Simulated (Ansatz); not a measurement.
A series of calculations on PbO2

### Relaxation

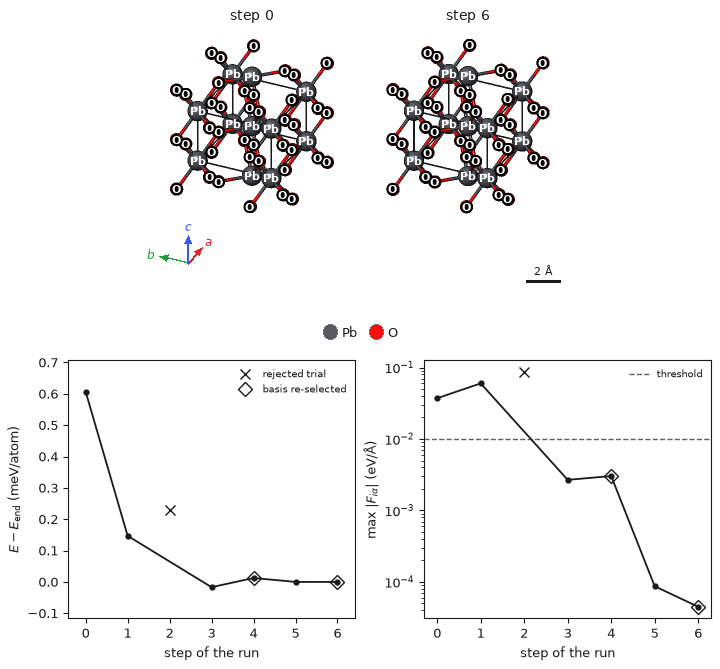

First and last geometry of a relaxation of solid PbO₂ (set up in P4_2/mnm), with the history of the run. The picture is a ball-and-stick view of the cell of the calculation, seen from a free direction.

Case: volume × 0.91, shape and atoms relaxed.

Method: DFT PBEsol, scalar-relativistic, plane waves, PAW in Ansatz 0.2.0.

Input file:
```yaml
crystal:
  lattice:
    - [4.8036772288, 0.0, 0.0]
    - [0.0, 4.8036772288, 0.0]
    - [0.0, 0.0, 3.3597811312]
  atoms:
    - { symbol: Pb, position: [0.0, 0.0, 0.0] }
    - { symbol: Pb, position: [0.5, 0.5, 0.5] }
    - { symbol: O, position: [0.3070491616, 0.3070491616, 0.0] }
    - { symbol: O, position: [0.1929508384, 0.8070491616, 0.5] }
    - { symbol: O, position: [0.6929508384, 0.6929508384, 0.0] }
    - { symbol: O, position: [0.8070491616, 0.1929508384, 0.5] }
basis:
  ecutwfc: 420
kpoints:
  mp_grid: { grid: [8, 8, 10] }
hamiltonian:
  xc: pbesol
scf:
  occupations: { method: gaussian, width: 0.1 }
output:
  forces: true
  stress: true
  eigenvalues: true
relax:
  adjacent_minimum: "off"
  f_tol: 0.01
  max_steps: 30
  cell: { stress_tol: 0.1, fix: [volume] }
```

Command:
```bash
ansatz run input.yaml --threads 1 --pin off --max-ram 2560MiB --backend cpu --events-out ev --progress --plain --runs-dir out
```

**What do the curves and the structures tell?**

It converged. The energy falls by 0.6 meV per atom in 3 accepted moves (6 points after the start). Largest force component: 0.037 eV/Å at the start, under 0.0001 eV/Å at the end. Pressure: 15.79 GPa at the start and 15.31 GPa at the end. The line search rejected the trial step at point 2 of the run. The SCF was repeated twice at an unchanged geometry on a basis and grid sized afresh for the cell, which shifted the energy by less than 0.05 meV per atom at most. No atom moves by more than 0.005 Å relative to the cell. The drawn cell changes at constant volume: a = b 4.804 → 4.782 Å (−0.5 %), c 3.360 → 3.391 Å (+0.9 %). Some distances before and after: Pb1–O3 2.086 → 2.077 Å, Pb1–O4 2.131 → 2.139 Å. The space group stays P4_2/mnm (No. 136). The run took 90 s on 1 thread of Intel(R) Xeon(R) Platinum 8488C (Sapphire Rapids) (shared host), peak memory 0.5 GiB.

```tsv
step	E − E(0), meV/atom	largest force component, eV/Å	pressure, GPa	note
0	0.00	0.0372	15.79	
1	-0.46	0.0600	15.50	
2	-0.38	0.0860	15.22	rejected
3	-0.62	0.0027	15.37	
4	-0.59	0.0030	15.36	same geometry, new basis
5	-0.61	0.0001	15.31	
6	-0.61	0.0000	15.31	same geometry, new basis
```

### Relaxation

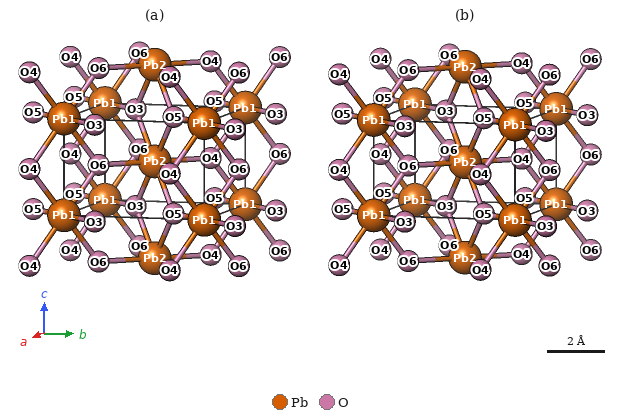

The structure of crystalline PbO2 (set up in P4_2/mnm) before (left) and after (right) a relaxation, at one scale.

Style: ball-and-stick. Shown: the cell of the calculation, slightly off an axis.

Case: volume × 1.10, shape and atoms relaxed.

Method: Ansatz, DFT PBEsol, scalar-relativistic, plane waves, PAW. Settings: plane-wave cutoff 420 eV; k-point mesh 8 × 8 × 10; occupations gaussian; smearing width 0.1 eV; no spin polarisation; cell relaxed at fixed volume; force threshold 0.01 eV/Å; at most 30 steps.

> Summarise the run.

The largest moves relative to the cell, 0.013 Å, are those of O3, O4, O5 and O6. O5 goes along [−1 −1 0]. Pb stays in place. The drawn cell changes at constant volume: a = b 5.201 → 5.237 Å (+0.7 %), c 3.464 → 3.417 Å (−1.4 %). Near-neighbour distances that change, for instance: Pb1–O3 2.274 → 2.302 Å, Pb1–O4 2.229 → 2.209 Å. The space group stays P4_2/mnm (No. 136). After 4 accepted moves (7 points after the start) the energy has fallen by 1.6 meV per atom. The largest force component goes from 0.078 to 0.00021 eV/Å. The pressure goes from −9.59 to −8.73 GPa. The line search rejected the trial step at point 2 of the run. At 2 points the geometry stayed and the basis and grid were re-selected for the new cell (energy shift of 0.2 meV per atom at most each time).

### A change

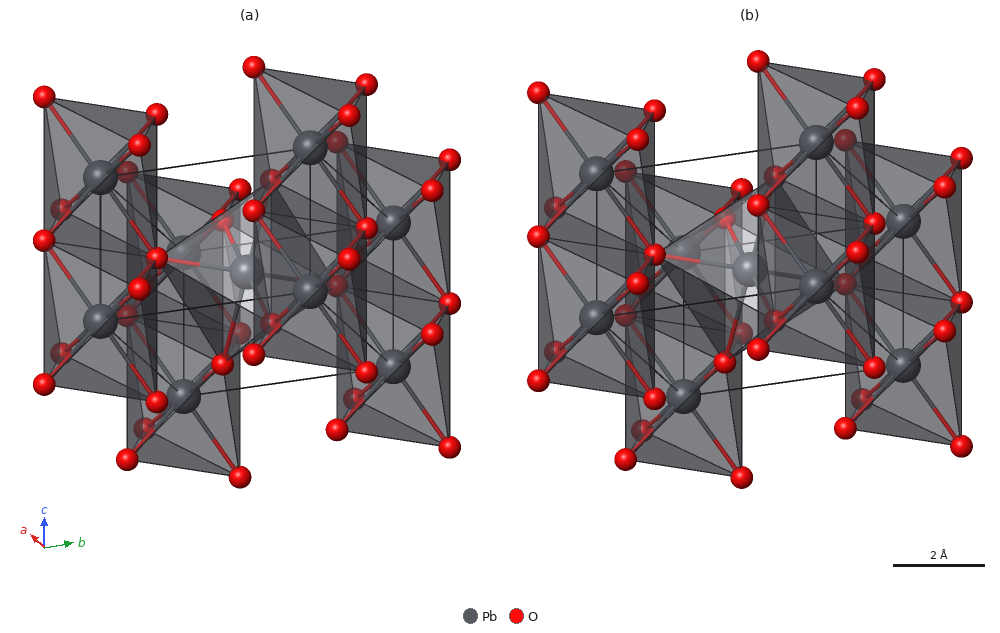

Left: crystalline PbO2 (set up in P4_2/mnm). Right: the same structure after one change, at the same scale. Style: polyhedral. Shown: the cell of the calculation, from a free direction.

These are results of DFT PBEsol, scalar-relativistic, plane waves, PAW (Ansatz), not measurements. (plane-wave cutoff 420 eV; k-point mesh 8 × 8 × 10; occupations gaussian; smearing width 0.1 eV; no spin polarisation)

**What was changed?**

The volume is changed by +10.0 %. The cell's shape and the atoms are relaxed at that volume.

**How do the computed properties respond?**

The energy rises by 43.8 meV per atom. The pressure goes from 0.0 to −8.7 GPa. The drawn cell changes as follows: a = b 4.997 → 5.237 Å (+4.8 %), c 3.411 → 3.417 Å (+0.2 %); the volume changes by +10.0 %. The largest moves relative to the cell, 0.024 Å, are those of O atoms. Pb stays in place. Some distances before and after: O–Pb 2.179 → 2.209 to 2.302 Å. The space group stays P4_2/mnm (No. 136).
